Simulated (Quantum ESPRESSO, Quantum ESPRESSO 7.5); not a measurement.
# 2H-MoS2, 1 layer, stepped through biaxial strain

Aim: how the results for 2H-MoS2, 1 layer change with biaxial strain.

Method: plane-wave DFT, PBE, GBRV ultrasoft pseudopotentials, in Quantum ESPRESSO 7.5.

### 1. Set-up

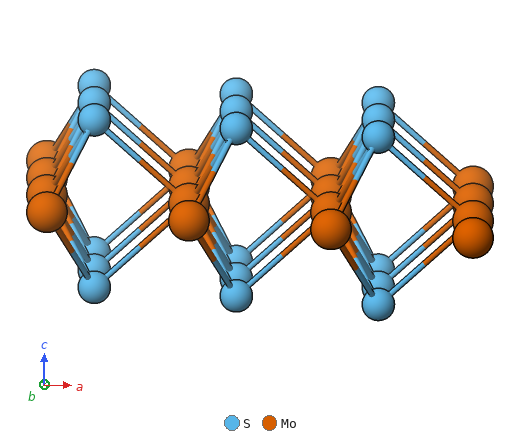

The cell as given, nearly edge on (sulfur blue, molybdenum orange). 3×3×1 cells are drawn. Bonds to atoms that aren't drawn are left out. Some periodic images of atoms are drawn too.

The cell holds 3 atoms: 2 S and 1 Mo. Cell: a = 3.180 Å, b = 3.180 Å, c = 18.263 Å, α = 90.0°, β = 90.0°, γ = 120.0°. It derives from MoS2. Vacuum lies along c.

Set-up: Cell and atoms are first relaxed; each strained cell is then held and the atoms relax in it. A periodic run with 15 Å of vacuum in the starting cell gives the vacuum levels, and bands follow along a path.

Members -2, -1, 0, 1 and 2 took the same steps and show in the table alone.

### 2. Relaxing cell and ions of the reference

What the set-up leaves free in this member is relaxed.

ref.relax.in

```
&control
  prefix = 'ref.relax'
  outdir = './out'
  pseudo_dir = './pseudo'
  nstep = 80
  forc_conv_thr = 0.0004
  calculation = 'vc-relax'
  etot_conv_thr = 1e-06
/
&system
  ibrav = 0
  nat = 3
  ntyp = 2
  ecutwfc = 50
  ecutrho = 250
  occupations = 'smearing'
  smearing = 'fd'
  degauss = 0.004
/
&electrons
  conv_thr = 1e-09
  mixing_beta = 0.4
  electron_maxstep = 120
  mixing_mode = 'plain'
/
&ions
/
&cell
  cell_dofree = '2Dxy'
  press_conv_thr = 0.3
/
ATOMIC_SPECIES
  S   32.0600  s_pbe_v1.4.uspp.F.UPF
  Mo  95.9500  mo_pbe_v1.uspp.F.UPF
CELL_PARAMETERS angstrom
  3.18000000000000 0.00000000000000 0.00000000000000
  -1.59000000000000 2.75396078403451 0.00000000000000
  0.00000000000000 0.00000000000000 18.26259773799958
ATOMIC_POSITIONS crystal
  S   0.333333333300 0.666666666700 0.410675420200
  Mo  0.000000000000 0.000000000000 0.500000000000
  S   0.333333333300 0.666666666700 0.589324579800
K_POINTS automatic
  12 12 1 0 0 0
```

Started as:

```console
OMP_NUM_THREADS=1 mpirun -n 4 pw.x -nk 4 -in ref.relax.in > ref.relax.out
```

Log:

```text
Program PWSCF v.7.5 starts
[citation notice left out]

     Parallel version (MPI & OpenMP), running on       4 processor cores
     Number of MPI processes:                 4
     Threads/MPI process:                     1

     MPI processes distributed on     1 nodes
[...]
Current dimensions of program PWSCF are:
     Max number of different atomic species (ntypx) = 10
     Max number of k-points (npk) =  40000
     Max angular momentum in pseudopotentials (lmaxx) =  4
     Message from routine setup:
     using ibrav=0 with symmetry is DISCOURAGED, use correct ibrav instead

     K-points division:     npool     =       4
     Subspace diagonalization in iterative solution of the eigenvalue problem:
     a serial algorithm will be used

     G-vector sticks info
     --------------------
     sticks:   dense  smooth     PW     G-vecs:    dense   smooth      PW
     Sum         625     499    151                71921    51749    8587

     Using Slab Decomposition

     bravais-lattice index     =            0
     lattice parameter (alat)  =       6.0093  a.u.
     unit-cell volume          =    1079.3046 (a.u.)^3
     number of atoms/cell      =            3
     number of atomic types    =            2
     number of electrons       =        26.00
     number of Kohn-Sham states=           17
     kinetic-energy cutoff     =      50.0000  Ry
     charge density cutoff     =     250.0000  Ry
     scf convergence threshold =      1.0E-09
     mixing beta               =       0.4000
     number of iterations used =            8  plain     mixing
     energy convergence thresh.=      1.0E-06
     force convergence thresh. =      4.0E-04
     press convergence thresh. =      3.0E-01
     Exchange-correlation= SLA  PW   PBE  PBE
                           (   1   4   3   4   0   0   0)
     nstep                     =           80

     celldm(1)=   6.009329  celldm(2)=   0.000000  celldm(3)=   0.000000
     celldm(4)=   0.000000  celldm(5)=   0.000000  celldm(6)=   0.000000

     crystal axes: (cart. coord. in units of alat)
               a(1) = (   1.000000   0.000000   0.000000 )
               a(2) = (  -0.500000   0.866025   0.000000 )
               a(3) = (   0.000000   0.000000   5.742955 )

     reciprocal axes: (cart. coord. in units 2 pi/alat)
               b(1) = (  1.000000  0.577350 -0.000000 )
               b(2) = (  0.000000  1.154701  0.000000 )
               b(3) = (  0.000000 -0.000000  0.174126 )

     PseudoPot. # 1 for S  read from file:
     ./pseudo/s_pbe_v1.4.uspp.F.UPF
     Pseudo is Ultrasoft + core correction, Zval =  6.0
     Generated by new atomic code, or converted to UPF format
     Using radial grid of  907 points,  6 beta functions with:
                l(1) =   0
                l(2) =   0
                l(3) =   1
                l(4) =   1
                l(5) =   2
                l(6) =   2
     Q(r) pseudized with  8 coefficients,  rinner =    1.300   1.300   1.300
                                                       1.300   1.300

     PseudoPot. # 2 for Mo read from file:
     ./pseudo/mo_pbe_v1.uspp.F.UPF
     Pseudo is Ultrasoft + core correction, Zval = 14.0
     Generated by new atomic code, or converted to UPF format
     Using radial grid of  889 points,  6 beta functions with:
                l(1) =   0
                l(2) =   0
                l(3) =   1
                l(4) =   1
                l(5) =   2
                l(6) =   2
     Q(r) pseudized with  6 coefficients,  rinner =    1.000   1.000   1.000
                                                       1.000   1.000

     atomic species   valence    mass     pseudopotential
     S                 6.00    32.06000     S ( 1.00)
     Mo               14.00    95.95000     Mo( 1.00)

     12 Sym. Ops. (no inversion) found

   Cartesian axes

     site n.     atom                  positions (alat units)
         1        S      tau(   1) = (  -0.0000000   0.5773503   2.3584906  )
         2        Mo     tau(   2) = (   0.0000000   0.0000000   2.8714776  )
         3        S      tau(   3) = (  -0.0000000   0.5773503   3.3844647  )

     number of k points=    19  Fermi-Dirac smearing, width (Ry)=  0.0040
                       cart. coord. in units 2pi/alat
        k(    1) = (   0.0000000   0.0000000   0.0000000), wk =   0.0138889
        k(    2) = (   0.0000000   0.0962250   0.0000000), wk =   0.0833333
        k(    3) = (   0.0000000   0.1924501   0.0000000), wk =   0.0833333
        k(    4) = (   0.0000000   0.2886751   0.0000000), wk =   0.0833333
        k(    5) = (   0.0000000   0.3849002   0.0000000), wk =   0.0833333
        k(    6) = (   0.0000000   0.4811252   0.0000000), wk =   0.0833333
        k(    7) = (   0.0000000  -0.5773503   0.0000000), wk =   0.0416667
        k(    8) = (   0.0833333   0.1443376   0.0000000), wk =   0.0833333
        k(    9) = (   0.0833333   0.2405626   0.0000000), wk =   0.1666667
        k(   10) = (   0.0833333   0.3367877   0.0000000), wk =   0.1666667
[...]
k(   19) = (   0.3333333   0.5773503   0.0000000), wk =   0.0277778

     Dense  grid:    71921 G-vectors     FFT dimensions: (  32,  32, 180)

     Smooth grid:    51749 G-vectors     FFT dimensions: (  27,  27, 160)

     Estimated max dynamical RAM per process >     120.58 MB

     Estimated total dynamical RAM >     429.63 MB

     Initial potential from superposition of free atoms

     starting charge      25.9989, renormalised to      26.0000

     negative rho (up, down):  2.307E-03 0.000E+00
     Starting wfcs are   21 randomized atomic wfcs

     total cpu time spent up to now is        3.8 secs

     per-process dynamical memory:    61.4 Mb

     Self-consistent Calculation

     iteration #  1     ecut=    50.00 Ry     beta= 0.40
     Davidson diagonalization with overlap
     ethr =  1.00E-02,  avg # of iterations =  2.0

     Threshold (ethr) on eigenvalues was too large:
     Diagonalizing with lowered threshold

     Davidson diagonalization with overlap
     ethr =  2.95E-04,  avg # of iterations =  2.7

     negative rho (up, down):  2.364E-03 0.000E+00

     total cpu time spent up to now is        8.5 secs

     total energy              =    -187.70912666 Ry
     estimated scf accuracy    <       0.10435767 Ry

     iteration #  2     ecut=    50.00 Ry     beta= 0.40
[...]
negative rho (up, down):  2.352E-03 0.000E+00

[...]
total energy              =    -187.71239290 Ry
     estimated scf accuracy    <       0.06305920 Ry

[...]
hartree contribution      =     489.58883915 Ry
     xc contribution           =     -36.26252493 Ry
     ewald contribution        =     336.31108330 Ry

     convergence has been achieved in   9 iterations

     negative rho (up, down):  2.325E-03 0.000E+00

     Forces acting on atoms (cartesian axes, Ry/au):

     atom    1 type  1   force =     0.00000000    0.00000000    0.01031966
     atom    2 type  2   force =     0.00000000    0.00000000    0.00000000
     atom    3 type  1   force =    -0.00000000   -0.00000000   -0.01031966

     Total force =     0.014594     Total SCF correction =     0.000021

     Computing stress (Cartesian axis) and pressure

     negative rho (up, down):  2.325E-03 0.000E+00
          total   stress  (Ry/bohr**3)                   (kbar)     P=       -2.07
   0.00000792   0.00000000   0.00000000            1.16        0.00        0.00
   0.00000000   0.00000792   0.00000000            0.00        1.16        0.00
   0.00000000   0.00000000  -0.00005804            0.00        0.00       -8.54

     Energy error            =      2.0E-03 Ry
     Gradient error          =      1.0E-02 Ry/Bohr
     Cell gradient error     =      1.2E+00 kbar

     number of scf cycles    =   3
     number of bfgs steps    =   2

     enthalpy           old  =    -187.7303248168 Ry
     enthalpy           new  =    -187.7323184901 Ry

     CASE: enthalpy          _new < enthalpy          _old

     new trust radius        =       0.0266103789 bohr
     new conv_thr            =       0.0000000003 Ry

     new unit-cell volume =   1071.88594 a.u.^3 (   158.83711 Ang^3 )
     density =      1.67343 g/cm^3

CELL_PARAMETERS (angstrom)
   3.169052205  -0.000000000   0.000000000
  -1.584526103   2.744479716   0.000000000
   0.000000000   0.000000000  18.262597738

ATOMIC_POSITIONS (crystal)
S                0.3333333333        0.6666666667        0.4141764446
Mo               0.0000000000        0.0000000000        0.5000000000
S                0.3333333333        0.6666666667        0.5858235554

[...]
NEW-OLD atomic charge density approx. for the potential
     New effective cutoffs (rho, wfc):  251.51   50.34

     negative rho (up, down):  2.337E-03 0.000E+00

     total cpu time spent up to now is       82.5 secs

     per-process dynamical memory:    66.1 Mb

[...]
!    total energy              =    -187.73260074 Ry
[...]
Total force =     0.000413     Total SCF correction =     0.000015
[...]
number of bfgs steps    =   3
[...]
new trust radius        =       0.0043974762 bohr
[...]
!    total energy              =    -187.73263743 Ry
[...]
Total force =     0.000064     Total SCF correction =     0.000002
[...]
number of bfgs steps    =   4
[...]
WARNING: bfgs curvature condition failed, Theta= 0.954
     new trust radius        =       0.0048372238 bohr
[...]
!    total energy              =    -187.73267055 Ry
[...]
Total force =     0.000028     Total SCF correction =     0.000005
[...]
number of bfgs steps    =   5
[...]
new trust radius        =       0.0072558357 bohr
[...]
!    total energy              =    -187.73270651 Ry
[...]
Total force =     0.000014     Total SCF correction =     0.000005
[...]
number of bfgs steps    =   6
[...]
new trust radius        =       0.0108837535 bohr
[...]
!    total energy              =    -187.73272982 Ry
[...]
Total force =     0.000006     Total SCF correction =     0.000009
[...]
number of bfgs steps    =   7
[...]
new trust radius        =       0.0015135916 bohr
[...]
!    total energy              =    -187.73273016 Ry
[...]
Total force =     0.000002     Total SCF correction =     0.000003
[...]
Self-consistent Calculation

     iteration #  1     ecut=    50.00 Ry     beta= 0.40
     Davidson diagonalization with overlap
     ethr =  1.00E-06,  avg # of iterations = 12.3

     negative rho (up, down):  2.406E-03 0.000E+00

     total cpu time spent up to now is      223.8 secs

     total energy              =    -187.70987551 Ry
     estimated scf accuracy    <       0.12022556 Ry

[...]
iteration # 14     ecut=    50.00 Ry     beta= 0.40
[...]
negative rho (up, down):  2.403E-03 0.000E+00

[...]
End of self-consistent calculation

          k = 0.0000 0.0000 0.0000 (  6461 PWs)   bands (ev):

   -61.3995 -35.5310 -35.3264 -35.3264 -14.5859 -13.2809  -6.1035  -3.1114
    -3.1114  -2.2736  -2.0076  -2.0076  -0.5046   2.2545   2.2545   2.5038
     2.5038

          k = 0.0000 0.0961 0.0000 (  6447 PWs)   bands (ev):

   -61.3970 -35.5261 -35.3518 -35.3322 -14.4837 -13.2389  -5.9869  -3.3393
    -3.0047  -2.7648  -2.1702  -1.6732  -0.5564   2.1214   2.2267   2.3883
     2.4336

          k = 0.0000 0.1923 0.0000 (  6466 PWs)   bands (ev):

   -61.3902 -35.5125 -35.4207 -35.3480 -14.1933 -13.1197  -5.6934  -3.8624
    -3.4096  -2.7073  -2.5534  -1.5816  -0.7902   1.7956   2.0682   2.1193
     2.8445

          k = 0.0000 0.2884 0.0000 (  6436 PWs)   bands (ev):

   -61.3809 -35.5136 -35.4939 -35.3694 -13.7638 -12.9446  -5.4828  -4.3075
    -4.0641  -2.9831  -2.2899  -1.8237  -1.2196   1.6687   1.8516   2.3929
     3.2699

          k = 0.0000 0.3845 0.0000 (  6470 PWs)   bands (ev):

   -61.3715 -35.6052 -35.4752 -35.3907 -13.2825 -12.7523  -5.7270  -4.6681
    -4.3950  -3.3449  -2.1203  -1.8716  -1.4671   1.7070   1.8330   2.8816
     3.5796

          k = 0.0000 0.4807 0.0000 (  6468 PWs)   bands (ev):

   -61.3647 -35.6715 -35.4615 -35.4063 -12.8828 -12.5979  -6.0996  -5.1094
    -4.4861  -3.5798  -2.3087  -1.5807  -1.2979   1.7053   2.0983   3.2416
     3.7489

[...]
the Fermi energy is     0.3510 ev

!    total energy              =    -187.73273367 Ry
     estimated scf accuracy    <          2.4E-13 Ry
     smearing contrib. (-TS)   =      -0.00000000 Ry
     internal energy E=F+TS    =    -187.73273367 Ry

     The total energy is F=E-TS. E is the sum of the following terms:
     one-electron contribution =    -974.65616458 Ry
     hartree contribution      =     488.16374035 Ry
     xc contribution           =     -36.27145574 Ry
     ewald contribution        =     335.03114631 Ry

     convergence has been achieved in  14 iterations

     negative rho (up, down):  2.403E-03 0.000E+00

     Forces acting on atoms (cartesian axes, Ry/au):

     atom    1 type  1   force =     0.00000000   -0.00000000    0.00000365
     atom    2 type  2   force =     0.00000000    0.00000000    0.00000000
     atom    3 type  1   force =     0.00000000    0.00000000   -0.00000365

     Total force =     0.000005     Total SCF correction =     0.000000

     Computing stress (Cartesian axis) and pressure

     negative rho (up, down):  2.403E-03 0.000E+00
          total   stress  (Ry/bohr**3)                   (kbar)     P=       -0.01
   0.00000005  -0.00000000   0.00000000            0.01       -0.00        0.00
  -0.00000000   0.00000005   0.00000000           -0.00        0.01        0.00
  -0.00000000   0.00000000  -0.00000029           -0.00        0.00       -0.04

[...]
=------------------------------------------------------------------------------=
   JOB DONE.
=------------------------------------------------------------------------------=
```

Wall time 4.2 min (4 MPI ranks of Intel Xeon at 2.70GHz, shared host); peak memory 0.6 GiB.

The steps of the relaxation:

```tsv
step	energy less that of the first step (eV)	largest force (eV/Å)	volume (Å³)
1	0.0000	1.1535	159.94
2	-0.0482	0.7425	159.34
3	-0.0753	0.2653	158.85
4	-0.0792	0.0075	158.84
5	-0.0797	0.0012	159.05
6	-0.0801	0.0005	159.29
7	-0.0806	0.0002	159.64
8	-0.0809	0.0001	160.17
9	-0.0809	0.0000	160.24
10	-0.0810	0.0001	160.24
```

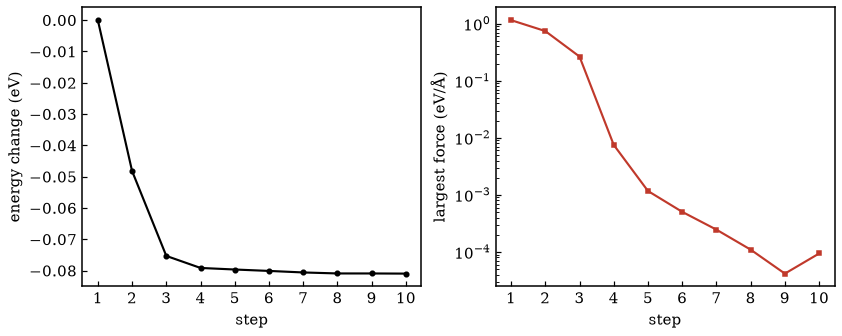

Energy and largest force along the relaxation.

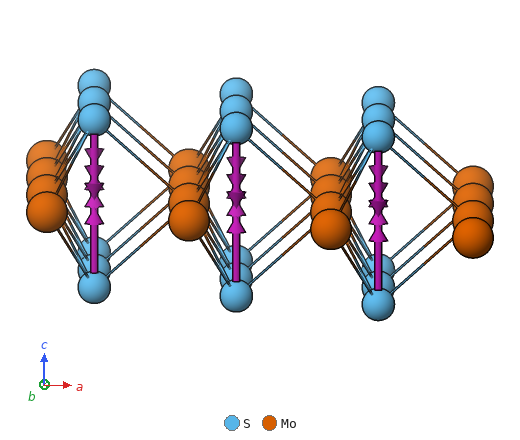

Displacements in the relaxation, exaggerated, measured against the changing cell; the longest in the cell stands for 0.07 Å. Bonds to atoms that aren't drawn are left out. 3×3×1 cells are drawn. Some periodic images of atoms are drawn too.

```tsv
cell as run	before	after	change
a (Å)	3.180	3.183	+0.1 %
b (Å)	3.180	3.183	+0.1 %
```

The atoms that moved most (Å, along periodic axes as changes of fractional coordinates times the final cell, across vacuum about the mean position):

```tsv
atom	dx	dy	dz	length
S1	0.000	0.000	0.069	0.069
S3	0.000	0.000	-0.069	0.069
```

The relaxed structure:

```xyz
3
Lattice="3.1830 0.0000 0.0000 -1.5915 2.7566 0.0000 0.0000 0.0000 18.2626" Properties=species:S:1:pos:R:3
S     0.0000    1.8377    7.5690
Mo    0.0000    0.0000    9.1313
S     0.0000    1.8377   10.6936
```

 The last row is no step: it is a fresh SCF in the final cell with a new plane-wave basis, -0 meV from the row before.

Numbers from this step:

| Item | Value |
| --- | --- |
| free energy | -2554.2340 eV |
| Fermi energy | 0.351 eV |

[end of part 1 of 6]

[Logs are printed without paths, hosts, clocks, repeated set-up lines and the standing remarks that a program may print on its own settings, such as how far it seeks lower states.]

[Hosts, paths, dates, database ids (printed as entryN), source tags and the programs' standing remarks are cut or masked in the printed files.]

[Maps of the electrostatic potential energy from Ansatz leave out the sawtooth potential of an applied field or a dipole correction, so their vacuum need not be flat; planar profiles and work functions include it.]
